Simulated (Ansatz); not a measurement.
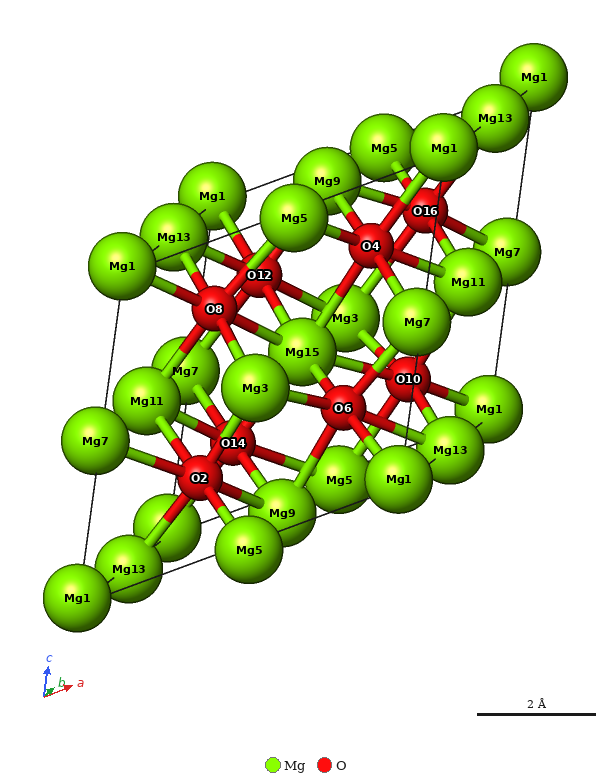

The starting structure (ball-and-stick view of the cell of the calculation, set on other vectors, seen slightly off an axis; atoms are numbered from 1 in the order of the input). Near neighbours in the crystal (not all of them lie inside the picture): Mg has 6 O at 1.90 to 2.38 Å; O has 6 Mg at 1.90 to 2.38 Å.

## Run report: MgO, molecular dynamics (part 1 of 2)

MgO (P1, 16 atoms in the cell), computed with DFT PBEsol, scalar-relativistic, plane waves, PAW, no spin polarisation (Ansatz 0.2.0).

The structure derives from an entry of the Crystallography Open Database. It belongs to a series of runs on one base structure; here: dynamics from the last frame of the run before. Figures and captions count atoms from 1; the log counts them from 0 in places.

Log:
```
Warning: md: disabling space-group detection — thermal motion breaks the input geometry's symmetry, so no spatial operation reduces the k-mesh or symmetrises the density; time reversal is kept, so that k and −k are solved as one point where they differ and the mesh holds both, and exact exchange and, on two spinor components, a DFT+U term hold to it where the run has them: on two components no moment then forms, and a state that bears one, which a typed moment (crystal.atoms[].spin; refused beside efield: under a hybrid functional) reaches, can lie lower, under hf by electronvolts; crystal.symmetry.detect: false (a key that needs symmetry detection or time reversal refuses this as the deck is read) with time_reversal: false beside it drops time reversal too
Engine: ansatz 0.2.0, x86_64-unknown-linux-gnu
Pseudopotentials: kind: paw
Pseudopotential: Mg, paw, valence charge 10, recommended cutoff 420 eV (normal), Mg.paw.azcp
Pseudopotential: O, paw, valence charge 6, recommended cutoff 420 eV (normal), O.paw.azcp
Functional definition: PBEsol
  exchange = pbesol_x
  correlation = pbesol_c
Crystal: 16 atoms, lattice volume = 150.100 Å³
Basis set: ecut = 420 eV, 2891 PW (Γ), exchange–correlation on 80×80×80 points (8 copies of the dense FFT grid, shifted against one another)
Bands: 80, of which v1, the nominal top of the filled ones, is band 64 counted from 1 (63 counted from 0)
Symmetry: 1 space group operations
k-points: 8
Non-local potential: Mg, projectors of the file, l = 0: 3, l = 1: 2, l = 2: 1
Non-local potential: O, projectors of the file, l = 0: 2, l = 1: 2, l = 2: 1
PAW form: soft (Blöchl's): semilocal exchange-correlation on the pseudo side does not see the compensation charge
PAW frozen core: Mg, regenerated for the run's functional, and the local potential with it (the file was generated under x = pbe(κ = 0.804, μ = 0.2195149727645171), c = pbe(β = 0.06672455060314922))
PAW frozen core: O, regenerated for the run's functional, and the local potential with it (the file was generated under x = pbe(κ = 0.804, μ = 0.2195149727645171), c = pbe(β = 0.06672455060314922))
PAW one-centre angular grid: Mg, 110 points (default); XC on 64 Gauss nodes
PAW one-centre angular grid: O, 110 points (default); XC on 64 Gauss nodes
Initial density: superposition of atomic densities (neutral atoms: chi_scale 0, normalization atom), corrected by the library's trained network
Initial wavefunctions: pseudopotential atomic-orbital guess
Functional: x = pbesol(κ = 0.804, μ = 0.12345679012345678), c = pbesol(β = 0.046)
SCF iter   1: F=—  HF=-19805.462604 eV  |F-HF|=—  |Δ(HF+E_count)|=         —  Δρ=1.39e-2  dr2=2.25e-1  ethr=1.77e-3  ⟨swp⟩=5.9  Hψ=2610  notcnv=0  defer=14
preconditioner: auto → Resta (q_TF=auto, 2.657 Å⁻¹)  ε∞=3.5  [insulator: Δε(μ)=4.220 eV  Ē_g=15.481 eV  σ=0.050 eV  W_gap=1.00  n_scr=58 (ndim 8)  ℏωp=24.2 eV  f_vac=0.000  D(μ)=0.00/eV (n_scr^D=0)  ε∞_Penn≈3.5]
SCF iter   2: F=—  HF=-19805.394265 eV  |F-HF|=—  |Δ(HF+E_count)|=   6.83e-2  Δρ=1.99e-3  dr2=2.49e-3  ethr=1.76e-4  ⟨swp⟩=2.0  Hψ=1002  notcnv=0  defer=77
SCF iter   3: F=—  HF=-19805.393755 eV  |F-HF|=—  |Δ(HF+E_count)|=   5.09e-4  Δρ=1.00e-3  dr2=8.70e-4  ethr=1.94e-6  ⟨swp⟩=2.2  Hψ=1076  notcnv=0  defer=77
SCF iter   4: F=—  HF=-19805.393747 eV  |F-HF|=—  |Δ(HF+E_count)|=   8.17e-6  Δρ=1.68e-4  dr2=2.77e-5  ethr=6.80e-7  ⟨swp⟩=2.9  Hψ=1195  notcnv=0  defer=77
SCF iter   5: F=—  HF=-19805.393772 eV  |F-HF|=—  |Δ(HF+E_count)|=   2.48e-5  Δρ=1.09e-4  dr2=1.30e-5  ethr=2.16e-8  ⟨swp⟩=2.0  Hψ=1074  notcnv=0  defer=77
SCF iter   6: F=—  HF=-19805.393773 eV  |F-HF|=—  |Δ(HF+E_count)|=   1.19e-6  Δρ=1.77e-5  dr2=2.65e-7  ethr=1.01e-8  ⟨swp⟩=2.0  Hψ=817  notcnv=0  defer=77
SCF iter   7: F=—  HF=-19805.393773 eV  |F-HF|=—  |Δ(HF+E_count)|=   2.10e-7  Δρ=7.64e-6  dr2=4.52e-8  ethr=2.07e-10  ⟨swp⟩=2.0  Hψ=1075  notcnv=0  defer=77
SCF iter   8: F=-19805.393773 eV  HF=-19805.393773 eV  |F-HF|=3.70e-9  |Δ(HF+E_count)|=   2.86e-8  Δρ=2.10e-6  dr2=4.25e-9  ethr=1.25e-11  ⟨swp⟩=4.0  Hψ=2144  notcnv=0
SCF 1 converged in 8 iterations: F = -19805.393773 eV  dr2 = 4.25e-9
  greatest PAW one-centre occupation: 1.000 electrons in one spin orbital (limit 2), on the Mg atom at site 14 (counted from 0), in its partial waves of l = 0
md step     0: t =     0.00 fs  T =  1462.5 K  F+E_penalty+E_count = -19805.39377316 eV  E_kin = 3.024684 eV  (8 SCF iters)
Initial density: handed on by an earlier stage of this run
Initial wavefunctions: those handed on with the density
iter 1 solved again at ethr=1.16e-5 eV; its pass at ethr=3.10e-3 eV (dr2=1.48e-2 eV) is discarded
SCF iter   1: F=—  HF=-19805.317313 eV  |F-HF|=—  |Δ(HF+E_count)|=         —  Δρ=3.71e-3  dr2=1.54e-2  ethr=1.16e-5  ⟨swp⟩=2.9  Hψ=3268  notcnv=0
preconditioner: auto → Resta (q_TF=auto, 2.657 Å⁻¹)  ε∞=3.4  [insulator: Δε(μ)=4.328 eV  Ē_g=15.569 eV  σ=0.050 eV  W_gap=1.00  n_scr=58 (ndim 8)  ℏωp=24.2 eV  f_vac=0.000  D(μ)=0.00/eV (n_scr^D=0)  ε∞_Penn≈3.4]
SCF iter   2: F=—  HF=-19805.314134 eV  |F-HF|=—  |Δ(HF+E_count)|=   3.18e-3  Δρ=2.00e-3  dr2=4.47e-3  ethr=1.16e-5  ⟨swp⟩=1.2  Hψ=752  notcnv=0
SCF iter   3: F=—  HF=-19805.313162 eV  |F-HF|=—  |Δ(HF+E_count)|=   9.72e-4  Δρ=7.65e-4  dr2=6.61e-4  ethr=3.49e-6  ⟨swp⟩=2.0  Hψ=1088  notcnv=0
SCF iter   4: F=—  HF=-19805.313005 eV  |F-HF|=—  |Δ(HF+E_count)|=   1.57e-4  Δρ=1.35e-4  dr2=1.76e-5  ethr=5.17e-7  ⟨swp⟩=2.0  Hψ=880  notcnv=0
SCF iter   5: F=—  HF=-19805.313013 eV  |F-HF|=—  |Δ(HF+E_count)|=   7.73e-6  Δρ=4.07e-5  dr2=1.69e-6  ethr=1.37e-8  ⟨swp⟩=2.0  Hψ=1040  notcnv=0
SCF iter   6: F=—  HF=-19805.313018 eV  |F-HF|=—  |Δ(HF+E_count)|=   5.50e-6  Δρ=1.33e-5  dr2=1.90e-7  ethr=1.32e-9  ⟨swp⟩=2.0  Hψ=896  notcnv=0
SCF iter   7: F=-19805.313018 eV  HF=-19805.313018 eV  |F-HF|=1.47e-9  |Δ(HF+E_count)|=   3.50e-9  Δρ=3.25e-6  dr2=1.20e-8  ethr=1.25e-11  ⟨swp⟩=3.0  Hψ=2455  notcnv=0
SCF 2 converged in 7 iterations: F = -19805.313018 eV  dr2 = 1.20e-8
md step     1: t =     1.50 fs  T =  1359.2 K  F+E_penalty+E_count = -19805.31301828 eV  E_kin = 2.810953 eV  (7 SCF iters)
[... from here on the SCF iterations and repeated set-up lines of each step are left out, up to the last step ...]
SCF 3 converged in 7 iterations: F = -19805.188837 eV  dr2 = 1.29e-8
md step     2: t =     3.00 fs  T =  1398.8 K  F+E_penalty+E_count = -19805.18883704 eV  E_kin = 2.892857 eV  (7 SCF iters)
md step     3: t =     4.50 fs  T =  1279.4 K  F+E_penalty+E_count = -19805.02627117 eV  E_kin = 2.646097 eV  (8 SCF iters)
md step     4: t =     6.00 fs  T =  1235.1 K  F+E_penalty+E_count = -19804.85141209 eV  E_kin = 2.554338 eV  (7 SCF iters)
md step     5: t =     7.50 fs  T =  1198.8 K  F+E_penalty+E_count = -19804.66661632 eV  E_kin = 2.479389 eV  (6 SCF iters)
md step     6: t =     9.00 fs  T =  1172.0 K  F+E_penalty+E_count = -19804.48029155 eV  E_kin = 2.423787 eV  (6 SCF iters)
md step     7: t =    10.50 fs  T =  1173.0 K  F+E_penalty+E_count = -19804.29684838 eV  E_kin = 2.425944 eV  (6 SCF iters)
md step     8: t =    12.00 fs  T =  1197.9 K  F+E_penalty+E_count = -19804.14636047 eV  E_kin = 2.477350 eV  (6 SCF iters)
md step     9: t =    13.50 fs  T =  1113.2 K  F+E_penalty+E_count = -19804.04672937 eV  E_kin = 2.302175 eV  (6 SCF iters)
md step    10: t =    15.00 fs  T =  1035.5 K  F+E_penalty+E_count = -19803.97577305 eV  E_kin = 2.141527 eV  (7 SCF iters)
md step    11: t =    16.50 fs  T =  1076.4 K  F+E_penalty+E_count = -19803.92979468 eV  E_kin = 2.226163 eV  (6 SCF iters)
md step    12: t =    18.00 fs  T =  1065.4 K  F+E_penalty+E_count = -19803.90895324 eV  E_kin = 2.203339 eV  (5 SCF iters)
md step    13: t =    19.50 fs  T =  1218.8 K  F+E_penalty+E_count = -19803.89517076 eV  E_kin = 2.520662 eV  (6 SCF iters)
md step    14: t =    21.00 fs  T =  1354.0 K  F+E_penalty+E_count = -19803.88574714 eV  E_kin = 2.800357 eV  (6 SCF iters)
md step    15: t =    22.50 fs  T =  1387.7 K  F+E_penalty+E_count = -19803.88024436 eV  E_kin = 2.869996 eV  (6 SCF iters)
md step    16: t =    24.00 fs  T =  1368.1 K  F+E_penalty+E_count = -19803.85811536 eV  E_kin = 2.829537 eV  (6 SCF iters)
md step    17: t =    25.50 fs  T =  1372.7 K  F+E_penalty+E_count = -19803.82180671 eV  E_kin = 2.839058 eV  (6 SCF iters)
md step    18: t =    27.00 fs  T =  1436.4 K  F+E_penalty+E_count = -19803.78224523 eV  E_kin = 2.970692 eV  (6 SCF iters)
md step    19: t =    28.50 fs  T =  1431.5 K  F+E_penalty+E_count = -19803.74686008 eV  E_kin = 2.960645 eV  (6 SCF iters)
md step    20: t =    30.00 fs  T =  1466.8 K  F+E_penalty+E_count = -19803.69991353 eV  E_kin = 3.033600 eV  (7 SCF iters)
md step    21: t =    31.50 fs  T =  1522.8 K  F+E_penalty+E_count = -19803.65579599 eV  E_kin = 3.149431 eV  (6 SCF iters)
md step    22: t =    33.00 fs  T =  1458.6 K  F+E_penalty+E_count = -19803.63525889 eV  E_kin = 3.016564 eV  (6 SCF iters)
md step    23: t =    34.50 fs  T =  1580.2 K  F+E_penalty+E_count = -19803.64299232 eV  E_kin = 3.268054 eV  (6 SCF iters)
md step    24: t =    36.00 fs  T =  1630.1 K  F+E_penalty+E_count = -19803.66338874 eV  E_kin = 3.371245 eV  (6 SCF iters)
md step    25: t =    37.50 fs  T =  1642.9 K  F+E_penalty+E_count = -19803.67019838 eV  E_kin = 3.397694 eV  (6 SCF iters)
md step    26: t =    39.00 fs  T =  1580.6 K  F+E_penalty+E_count = -19803.66262807 eV  E_kin = 3.269025 eV  (7 SCF iters)
md step    27: t =    40.50 fs  T =  1699.6 K  F+E_penalty+E_count = -19803.65446005 eV  E_kin = 3.514975 eV  (6 SCF iters)
md step    28: t =    42.00 fs  T =  1775.0 K  F+E_penalty+E_count = -19803.64599624 eV  E_kin = 3.670951 eV  (6 SCF iters)
md step    29: t =    43.50 fs  T =  1917.8 K  F+E_penalty+E_count = -19803.63117301 eV  E_kin = 3.966344 eV  (6 SCF iters)
md step    30: t =    45.00 fs  T =  1911.8 K  F+E_penalty+E_count = -19803.60534566 eV  E_kin = 3.953992 eV  (7 SCF iters)
md step    31: t =    46.50 fs  T =  1898.0 K  F+E_penalty+E_count = -19803.57388041 eV  E_kin = 3.925364 eV  (6 SCF iters)
md step    32: t =    48.00 fs  T =  1867.5 K  F+E_penalty+E_count = -19803.53620729 eV  E_kin = 3.862205 eV  (7 SCF iters)
md step    33: t =    49.50 fs  T =  1835.8 K  F+E_penalty+E_count = -19803.46504070 eV  E_kin = 3.796688 eV  (6 SCF iters)
md step    34: t =    51.00 fs  T =  1776.0 K  F+E_penalty+E_count = -19803.36154767 eV  E_kin = 3.673037 eV  (6 SCF iters)
md step    35: t =    52.50 fs  T =  1780.3 K  F+E_penalty+E_count = -19803.25536700 eV  E_kin = 3.681943 eV  (6 SCF iters)
md step    36: t =    54.00 fs  T =  1769.0 K  F+E_penalty+E_count = -19803.13941219 eV  E_kin = 3.658491 eV  (6 SCF iters)
md step    37: t =    55.50 fs  T =  1678.3 K  F+E_penalty+E_count = -19803.00751340 eV  E_kin = 3.471038 eV  (6 SCF iters)
md step    38: t =    57.00 fs  T =  1507.8 K  F+E_penalty+E_count = -19802.87838222 eV  E_kin = 3.118453 eV  (6 SCF iters)
md step    39: t =    58.50 fs  T =  1490.5 K  F+E_penalty+E_count = -19802.76179386 eV  E_kin = 3.082603 eV  (6 SCF iters)
md step    40: t =    60.00 fs  T =  1328.6 K  F+E_penalty+E_count = -19802.65636725 eV  E_kin = 2.747812 eV  (8 SCF iters)
md step    41: t =    61.50 fs  T =  1319.5 K  F+E_penalty+E_count = -19802.58319422 eV  E_kin = 2.728990 eV  (6 SCF iters)
md step    42: t =    63.00 fs  T =  1283.6 K  F+E_penalty+E_count = -19802.57345269 eV  E_kin = 2.654679 eV  (6 SCF iters)
md step    43: t =    64.50 fs  T =  1326.7 K  F+E_penalty+E_count = -19802.65214485 eV  E_kin = 2.743845 eV  (6 SCF iters)
md step    44: t =    66.00 fs  T =  1429.5 K  F+E_penalty+E_count = -19802.82520770 eV  E_kin = 2.956429 eV  (7 SCF iters)
md step    45: t =    67.50 fs  T =  1565.3 K  F+E_penalty+E_count = -19803.06555437 eV  E_kin = 3.237316 eV  (6 SCF iters)
md step    46: t =    69.00 fs  T =  1572.3 K  F+E_penalty+E_count = -19803.33748236 eV  E_kin = 3.251811 eV  (6 SCF iters)
md step    47: t =    70.50 fs  T =  1724.9 K  F+E_penalty+E_count = -19803.62062524 eV  E_kin = 3.567411 eV  (6 SCF iters)
md step    48: t =    72.00 fs  T =  1863.3 K  F+E_penalty+E_count = -19803.90458707 eV  E_kin = 3.853528 eV  (7 SCF iters)
md step    49: t =    73.50 fs  T =  2032.2 K  F+E_penalty+E_count = -19804.17718896 eV  E_kin = 4.202923 eV  (6 SCF iters)
md step    50: t =    75.00 fs  T =  2066.8 K  F+E_penalty+E_count = -19804.39068682 eV  E_kin = 4.274422 eV  (8 SCF iters)
md step    51: t =    76.50 fs  T =  2109.9 K  F+E_penalty+E_count = -19804.51117012 eV  E_kin = 4.363620 eV  (6 SCF iters)
md step    52: t =    78.00 fs  T =  1941.1 K  F+E_penalty+E_count = -19804.52656908 eV  E_kin = 4.014522 eV  (6 SCF iters)
md step    53: t =    79.50 fs  T =  1793.7 K  F+E_penalty+E_count = -19804.45344003 eV  E_kin = 3.709752 eV  (6 SCF iters)
md step    54: t =    81.00 fs  T =  1658.9 K  F+E_penalty+E_count = -19804.31268868 eV  E_kin = 3.430916 eV  (6 SCF iters)
md step    55: t =    82.50 fs  T =  1542.5 K  F+E_penalty+E_count = -19804.13175753 eV  E_kin = 3.190210 eV  (6 SCF iters)
md step    56: t =    84.00 fs  T =  1401.2 K  F+E_penalty+E_count = -19803.93722451 eV  E_kin = 2.897824 eV  (6 SCF iters)
md step    57: t =    85.50 fs  T =  1481.7 K  F+E_penalty+E_count = -19803.73402053 eV  E_kin = 3.064386 eV  (6 SCF iters)
md step    58: t =    87.00 fs  T =  1344.4 K  F+E_penalty+E_count = -19803.53154729 eV  E_kin = 2.780376 eV  (6 SCF iters)
md step    59: t =    88.50 fs  T =  1391.4 K  F+E_penalty+E_count = -19803.34796207 eV  E_kin = 2.877622 eV  (6 SCF iters)
md step    60: t =    90.00 fs  T =  1246.0 K  F+E_penalty+E_count = -19803.20396058 eV  E_kin = 2.576993 eV  (8 SCF iters)
md step    61: t =    91.50 fs  T =  1133.4 K  F+E_penalty+E_count = -19803.13695743 eV  E_kin = 2.343957 eV  (6 SCF iters)
md step    62: t =    93.00 fs  T =  1179.6 K  F+E_penalty+E_count = -19803.15858750 eV  E_kin = 2.439655 eV  (6 SCF iters)
md step    63: t =    94.50 fs  T =  1242.0 K  F+E_penalty+E_count = -19803.26376686 eV  E_kin = 2.568581 eV  (6 SCF iters)
md step    64: t =    96.00 fs  T =  1328.7 K  F+E_penalty+E_count = -19803.44687700 eV  E_kin = 2.747885 eV  (6 SCF iters)
md step    65: t =    97.50 fs  T =  1538.7 K  F+E_penalty+E_count = -19803.69099723 eV  E_kin = 3.182304 eV  (6 SCF iters)
md step    66: t =    99.00 fs  T =  1728.0 K  F+E_penalty+E_count = -19803.95430690 eV  E_kin = 3.573694 eV  (6 SCF iters)
md step    67: t =   100.50 fs  T =  1849.6 K  F+E_penalty+E_count = -19804.20980965 eV  E_kin = 3.825306 eV  (6 SCF iters)
md step    68: t =   102.00 fs  T =  1983.3 K  F+E_penalty+E_count = -19804.44863406 eV  E_kin = 4.101866 eV  (6 SCF iters)
md step    69: t =   103.50 fs  T =  1953.3 K  F+E_penalty+E_count = -19804.66290347 eV  E_kin = 4.039685 eV  (6 SCF iters)
md step    70: t =   105.00 fs  T =  1989.7 K  F+E_penalty+E_count = -19804.84204724 eV  E_kin = 4.114916 eV  (8 SCF iters)
md step    71: t =   106.50 fs  T =  1960.2 K  F+E_penalty+E_count = -19804.94607313 eV  E_kin = 4.053967 eV  (6 SCF iters)
md step    72: t =   108.00 fs  T =  1851.7 K  F+E_penalty+E_count = -19804.97052353 eV  E_kin = 3.829574 eV  (6 SCF iters)
md step    73: t =   109.50 fs  T =  1822.6 K  F+E_penalty+E_count = -19804.93882932 eV  E_kin = 3.769518 eV  (6 SCF iters)
md step    74: t =   111.00 fs  T =  1880.9 K  F+E_penalty+E_count = -19804.84127016 eV  E_kin = 3.890019 eV  (6 SCF iters)
md step    75: t =   112.50 fs  T =  1894.8 K  F+E_penalty+E_count = -19804.68307695 eV  E_kin = 3.918690 eV  (6 SCF iters)
SCF 300 converged in 6 iterations: F = -19802.670001 eV  dr2 = 1.27e-8
md step   299: t =   448.50 fs  T =  1839.5 K  F+E_penalty+E_count = -19802.67000070 eV  E_kin = 3.804401 eV  (6 SCF iters)
iter 1 solved again at ethr=1.11e-5 eV; its pass at ethr=3.10e-3 eV (dr2=1.43e-2 eV) is discarded
SCF iter   1: F=—  HF=-19802.691268 eV  |F-HF|=—  |Δ(HF+E_count)|=         —  Δρ=4.52e-3  dr2=1.62e-2  ethr=1.11e-5  ⟨swp⟩=3.0  Hψ=3121  notcnv=0
preconditioner: auto → Resta (q_TF=auto, 2.657 Å⁻¹)  ε∞=3.5  [insulator: Δε(μ)=3.487 eV  Ē_g=15.321 eV  σ=0.050 eV  W_gap=1.00  n_scr=58 (ndim 8)  ℏωp=24.2 eV  f_vac=0.000  D(μ)=0.00/eV (n_scr^D=0)  ε∞_Penn≈3.5]
SCF iter   2: F=—  HF=-19802.688519 eV  |F-HF|=—  |Δ(HF+E_count)|=   2.75e-3  Δρ=2.43e-3  dr2=4.96e-3  ethr=1.11e-5  ⟨swp⟩=1.0  Hψ=640  notcnv=0
SCF iter   3: F=—  HF=-19802.687637 eV  |F-HF|=—  |Δ(HF+E_count)|=   8.82e-4  Δρ=6.55e-4  dr2=4.79e-4  ethr=3.87e-6  ⟨swp⟩=2.0  Hψ=1088  notcnv=0
SCF iter   4: F=—  HF=-19802.687530 eV  |F-HF|=—  |Δ(HF+E_count)|=   1.06e-4  Δρ=1.48e-4  dr2=1.97e-5  ethr=3.74e-7  ⟨swp⟩=2.0  Hψ=874  notcnv=0
SCF iter   5: F=—  HF=-19802.687547 eV  |F-HF|=—  |Δ(HF+E_count)|=   1.66e-5  Δρ=4.85e-5  dr2=2.74e-6  ethr=1.54e-8  ⟨swp⟩=2.0  Hψ=852  notcnv=0
SCF iter   6: F=—  HF=-19802.687545 eV  |F-HF|=—  |Δ(HF+E_count)|=   1.57e-6  Δρ=1.65e-5  dr2=3.28e-7  ethr=2.14e-9  ⟨swp⟩=2.0  Hψ=876  notcnv=0
SCF iter   7: F=—  HF=-19802.687545 eV  |F-HF|=—  |Δ(HF+E_count)|=   1.95e-8  Δρ=3.89e-6  dr2=2.43e-8  ethr=2.56e-10  ⟨swp⟩=2.0  Hψ=868  notcnv=0
SCF iter   8: F=-19802.687545 eV  HF=-19802.687545 eV  |F-HF|=4.22e-9  |Δ(HF+E_count)|=   1.91e-9  Δρ=2.16e-6  dr2=5.47e-9  ethr=1.25e-11  ⟨swp⟩=4.0  Hψ=2144  notcnv=0
SCF 301 converged in 8 iterations: F = -19802.687545 eV  dr2 = 5.47e-9
md step   300: t =   450.00 fs  T =  1911.0 K  F+E_penalty+E_count = -19802.68754545 eV  E_kin = 3.952338 eV  (8 SCF iters)
```

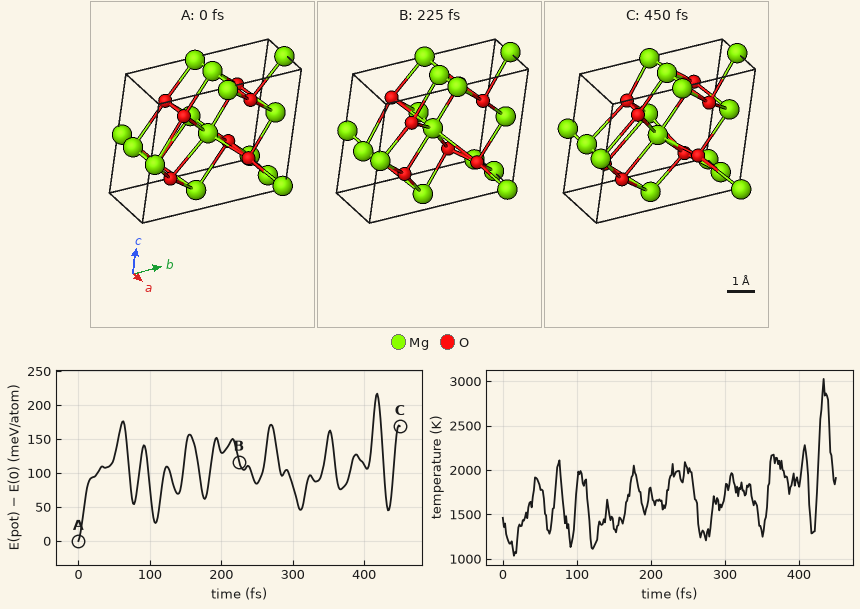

Frames of the molecular dynamics (ball-and-stick, reduced simulation cell, seen slightly off an axis) above the curves, on which the letters mark them. The trajectory kept here has 301 frames over 450 fs. The temperature starts at 1462 K, ranges from 1035 to 3027 K and averages 1839 K over the second half. The potential energy ends 169.1 meV/atom above its first value. With the common drift removed, the root-mean-square displacement is 0.27 Å, and O6 has moved furthest (0.53 Å).

```
SCF converged after 8 iterations
Free energy (F): -19802.687545 eV
Harris-Foulkes:  -19802.687545 eV  (|F-HF|=4.22e-9)
Internal energy: -19802.687545 eV  (E = F + TS)
E sigma→0 (E₀):  -19802.687545 eV
Fermi energy:    10.346523 eV
--- Per-component energies (eV) ---
  E_band       = -2345.191034
  E_kinetic    = 2046.309522
  E_local      = -13068.097916  (includes V_loc(G=0)·N_el)
  E_nonlocal   = 1151.705341
  E_hartree    = 4542.202622
  E_xc         = -832.793135
  E_vxc        = -1073.111337  (∫ρ·V_xc dr)
  E_paw        = -3463.307144  (= ΣΔE_a)
  E_vpaw       = -486.419232  (= ΣTr[D̂ρ^β])
  E_aug_tail   = 0.019883  (compensation charges beyond the density's cutoff)
  E_ewald      = -10179.479919
  E_core_change = 0.753201  (= ΣΔE_core)
  E_smearing   = -0.000000  (= −TS)
  E_closure    = -0.000000  (closes the sum)
  Σ components = -19802.687545   (vs F -19802.687545, Δ=0.00e0)
--- Forces (eV/Å), atoms counted from 1 ---
  atom   1  Mg     0.36945014    -1.28272180    -1.50097581
  atom   2  O      2.32676847     1.11635275     1.66979979
  atom   3  Mg     0.90334602    -2.73711845     2.65840594
  atom   4  O     -3.65632426     0.50701514    -0.35387645
  atom   5  Mg     3.01362785     1.62480864    -0.13489803
  atom   6  O      0.46870745     2.41780832    -2.38035816
  atom   7  Mg    -2.44013567    -2.15234301    -1.45365781
  atom   8  O     -0.90288794     0.52150013    -0.48922365
  atom   9  Mg     0.58947419     0.82347515     2.19324526
  atom  10  O      2.14577324    -2.68972510    -0.72237751
  atom  11  Mg    -1.73673557    -1.26695190     0.88990584
  atom  12  O     -0.91318432     0.97466080     0.35328795
  atom  13  Mg    -1.14676669    -0.97620451    -1.11250274
  atom  14  O     -0.96546323     0.21739893     0.47524590
  atom  15  Mg     0.55280289     2.79104608     2.01401280
  atom  16  O      1.39153978     0.11100670    -2.10605993
  max |Σ_I F_I| component: 2.66e-5 eV/Å
--- MD trajectory: 300 steps, t = 0.0 → 450.0 fs ---
  final state: T = 1911.0 K   F+E_penalty+E_count = -19802.68754545 eV   E_kin = 3.952338 eV
```
